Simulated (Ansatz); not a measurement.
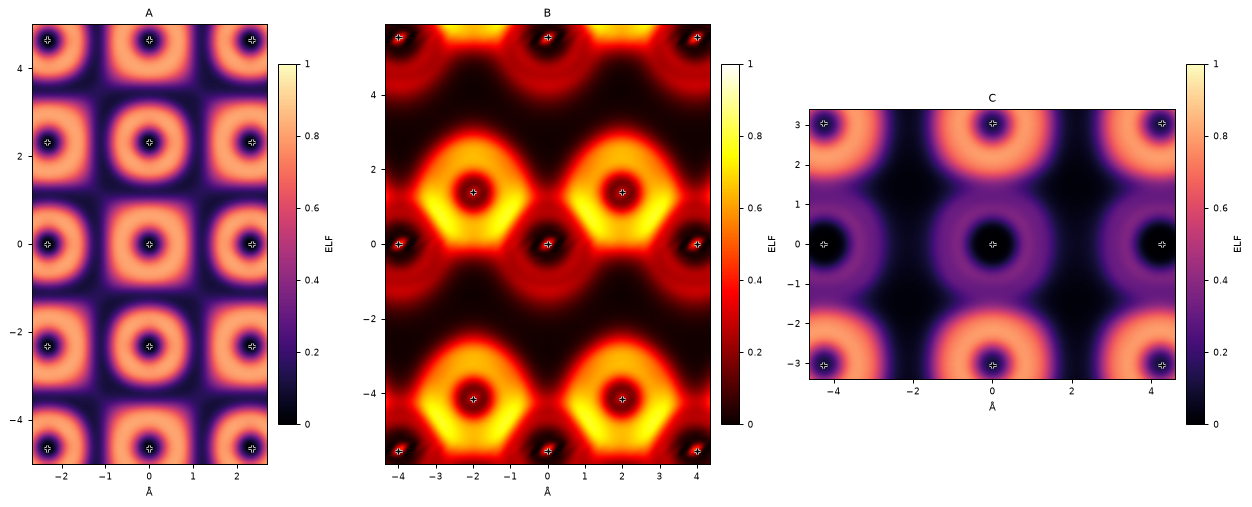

The electron localisation function of 3 systems, each on a plane through atoms (crosses mark nuclei in the plane).

Level of theory: Ansatz, DFT, PBE, plane-wave PAW, default files, scalar-relativistic, frozen cores.

System 1: GaAs, the (100) plane of the conventional cell. Space group I-4m2; computed pressure about 5 GPa in this cell.

```
Ga As
1.0
     2.82685   -2.82685    0.00000
     2.82685    2.82685    0.00000
     0.00000    0.00000    5.54063
Ga As
2 2
Direct
  0.00000 0.00000 0.00000
  0.50000 0.50000 0.50000
  0.00000 0.50000 0.25000
  0.50000 0.00000 0.75000
```

System 2: ZrN, the (100) plane of the conventional cell. Space group Fm-3m; computed pressure about −9 GPa in this cell; computed without spin polarisation.

```yaml
crystal:
  lattice:
    - [4.65807, 0.00000, 0.00000]
    - [0.00000, 4.65807, 0.00000]
    - [0.00000, 0.00000, 4.65807]
  atoms:
    - { symbol: Zr, position: [0.00000, 0.00000, 0.00000] }
    - { symbol: Zr, position: [0.50000, 0.50000, 0.00000] }
    - { symbol: Zr, position: [0.50000, 0.00000, 0.50000] }
    - { symbol: Zr, position: [0.00000, 0.50000, 0.50000] }
    - { symbol: N, position: [0.50000, 0.00000, 0.00000] }
    - { symbol: N, position: [0.00000, 0.50000, 0.00000] }
    - { symbol: N, position: [0.00000, 0.00000, 0.50000] }
    - { symbol: N, position: [0.50000, 0.50000, 0.50000] }
```

System 3: SnSe, the (100) plane of the conventional cell. Space group I4/mmm.

```cif
data_structure
_symmetry_space_group_name_H-M 'P 1'
_symmetry_Int_Tables_number 1
_cell_length_a 4.2568
_cell_length_b 4.2568
_cell_length_c 6.0802
_cell_angle_alpha 90.000
_cell_angle_beta 90.000
_cell_angle_gamma 90.000
_cell_volume 110.17
loop_
_atom_site_label
_atom_site_type_symbol
_atom_site_fract_x
_atom_site_fract_y
_atom_site_fract_z
_atom_site_occupancy
Sn1 Sn 0.00000 0.00000 0.00000 1
Sn2 Sn 0.50000 0.50000 0.50000 1
Se1 Se 0.50000 0.50000 0.00000 1
Se2 Se 0.00000 0.00000 0.50000 1
```

**Match each panel to its system.**

Panel A is system 2, ZrN: the plane holds Zr and N. Zr–N (2.33 Å): the ELF peaks at about 0.80 in the valence shell of N, 0.7 Å from its nucleus, and drops to about 0.15 between the two atoms; no shared electron pair shows on this line. Panel B is system 1, GaAs: the plane holds Ga and As. Ga–As (2.43 Å): the ELF peaks at about 0.80 between the atoms: a shared electron pair. Panel C is system 3, SnSe: the plane holds Sn and Se.
